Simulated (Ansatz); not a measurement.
## Electronic structure of H₂₁ClO₁₀ (amorphous cell) in real space

```xyz
32
Lattice="7.0540 0.0000 0.0000 0.0000 7.0540 0.0000 0.0000 0.0000 7.0540" Properties=species:S:1:pos:R:3 pbc="T T T"
O     1.0379    5.6336    1.6376
H     1.3348    6.4829    1.2136
H     1.9044    5.1855    1.7885
O     3.8319    5.1731    2.2097
H     3.6976    4.7496    3.1034
H     4.0592    6.1160    2.3696
O     0.2933    2.4148    4.4926
H     6.7983    2.9275    3.8746
H     1.1315    2.9483    4.5729
O     6.6012    2.2000    0.0305
H     6.3377    3.1507    0.1900
H     6.7776    2.2030    6.0978
O     5.8999    4.8702    0.4249
H     5.1767    4.7878    1.1086
H     6.7510    5.1185    0.9258
O     3.6068    0.9954    4.0804
H     2.7307    0.3602    4.4569
H     4.4849    0.5949    4.4251
O     2.1174    0.6431    0.2757
H     1.6542    1.4992    0.3824
H     3.1132    0.7064    0.4810
O     4.6895    0.4376    0.7801
H     5.3748    1.1315    0.5213
H     5.0816    6.6346    0.4757
O     5.7435    6.7922    4.8107
H     6.6830    7.0086    4.6271
H     5.7592    6.0761    5.4841
O     1.7758    6.7099    4.9853
H     2.0666    5.7520    4.9873
H     1.8568    7.0411    5.9515
Cl    2.9758    3.8267    4.8521
H     3.4971    1.9522    4.3716
```

Not relaxed (largest force 0.3 eV/Å).

Level of theory: DFT PBEsol, scalar-relativistic, plane waves, PAW in Ansatz 0.2.0.

Core electrons are frozen (PAW), and the valence fields are smoothed inside the atomic spheres.

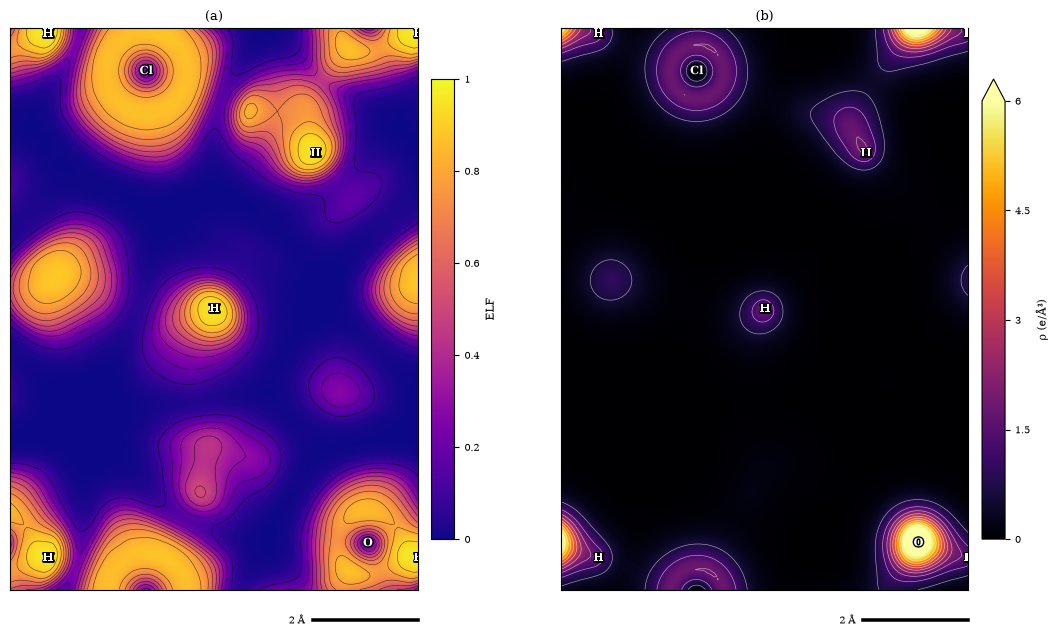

Figure 1. (a) electron localisation function; (b) valence pseudo-density on the (101) plane of the calculation cell.

Question: Interpret the plot.

Answer: Atoms in the plane: H, O and Cl.
Atoms just off the plane (O, 0.6 Å away and H, 0.3 Å away) can leave unmarked features too.
Cl–H (2.00 Å): ρ is about 0.6 e/Å³ halfway; the ELF climbs to about 0.90 towards the hydrogen, as it does in any bond to H.
O–H (1.01 Å): ρ is about 3.6 e/Å³ halfway; the ELF climbs to about 0.95 towards the hydrogen; a covalent bond by its length.
The density dies away to nearly zero in the voids.
The ELF also peaks beside O, away from the bonds: lone-pair regions.

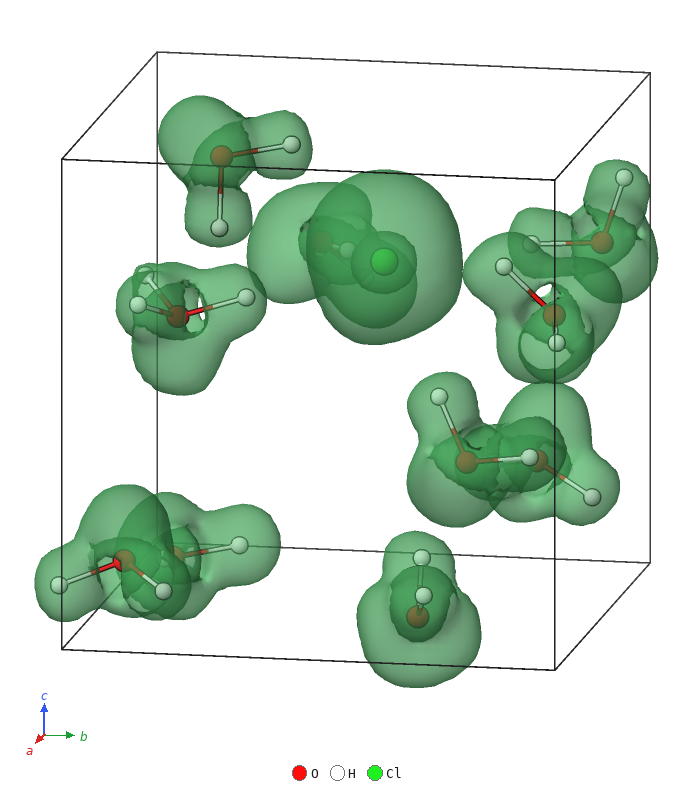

Figure 2. Isosurface of the ELF at 0.75 (green), seen slightly off an axis. Only the valence region is drawn (cores and ρ < 0.01 e/Å³ removed). Sticks mark near contacts.

Question: Describe the localisation domains.

Answer: At this value the surface marks out one region wrapped around Cl (its valence shell) and ten joined regions spread over several atoms (H, O), in which their bonds and any lone pairs are merged, counted in one cell of 32 atoms. Regions shared between cells count once.


O–H (0.97 Å): the ELF climbs to about 1 towards the hydrogen; an ordinary covalent bond to hydrogen.

Question: Does the calculation make it a metal, or give it a gap?

Answer: It is gapped, with a Kohn–Sham gap of 4.9 eV at the Γ point, the only k-point used.
